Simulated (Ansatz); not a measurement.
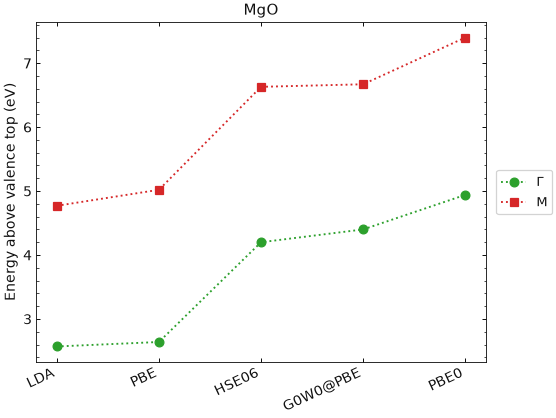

Lowest conduction level at each named k point, counted from the valence-band top at M, by several methods on one cell of CsCl-type MgO, space group Pm-3m, 2 atoms in the cell, relaxed with r2SCAN; cubic a = 2.623 Å. All runs are without spin-orbit coupling and carry no moments. The cell is at 6 GPa in PBE.

| method | program | Γ (eV) | M (eV) |
| --- | --- | --- | --- |
| LDA | Ansatz | 2.57 | 4.77 |
| PBE | Ansatz | 2.64 | 5.02 |
| HSE06 | Ansatz | 4.20 | 6.63 |
| G0W0@PBE | Ansatz | 4.40 | 6.67 |
| PBE0 | Ansatz | 4.94 | 7.40 |

> Estimate the G0W0@HSE06 values. It was run as: HSE06, Ansatz PAW set, 6×6×6 k mesh, 420 eV cutoff, fixed occupations (Ansatz 0.2.0), G0W0 with empty bands 67, screening cutoff 140 eV and frequency treatment contour deformation.

It starts from HSE06, whose row gives 4.20 eV at Γ. G0W0@HSE06 gives 5.27 eV at Γ and 7.53 eV at M, which is +1.07 eV from HSE06 at Γ.

> Does G0W0@HSE06 shift these levels rigidly from HSE06?

The shifts are +1.07 eV at Γ and +0.90 eV at M, and at points that aren't plotted +1.08 eV (X) and +0.96 eV (R): over the named points that both runs hold, a spread of 0.18 eV on a mean of 1.00 eV, so one shift describes them only roughly. Over all 10 corrected points, named or not, the shifts from that run's own start go from +0.90 to +1.29 eV.

> How do the methods rank at Γ?

From low to high: LDA 2.57, PBE 2.64, HSE06 4.20, G0W0@PBE 4.40, PBE0 4.94, G0W0@HSE06 5.27 eV.

Settings. LDA: Ansatz PAW set, 10×10×10 k mesh, 420 eV cutoff, fixed occupations (Ansatz 0.2.0). PBE: Ansatz PAW set, 10×10×10 k mesh, 420 eV cutoff, Fermi-Dirac smearing of 0.02 eV (Ansatz 0.2.0). HSE06: Ansatz PAW set, 6×6×6 k mesh, 420 eV cutoff, fixed occupations (Ansatz 0.2.0). G0W0@PBE: PBE, Ansatz PAW set, 6×6×6 k mesh, 420 eV cutoff, fixed occupations (Ansatz 0.2.0), G0W0 with empty bands 53, screening cutoff 120 eV and frequency treatment contour deformation. PBE0: Ansatz PAW set, 6×6×6 k mesh, 420 eV cutoff, fixed occupations (Ansatz 0.2.0).

These are six of the 10 methods that were run on this cell. The usual form of MgO is rocksalt. LDA, HSE06, PBE0 and G0W0@HSE06: the PAW data sets were made with another functional. LDA, GGA and most meta-GGA functionals understate gaps. G0W0@PBE: the k mesh is thin for GW. The GW runs differ in bands or cutoffs. The GW values are at finite bands, cutoffs and mesh, short of the basis limit.
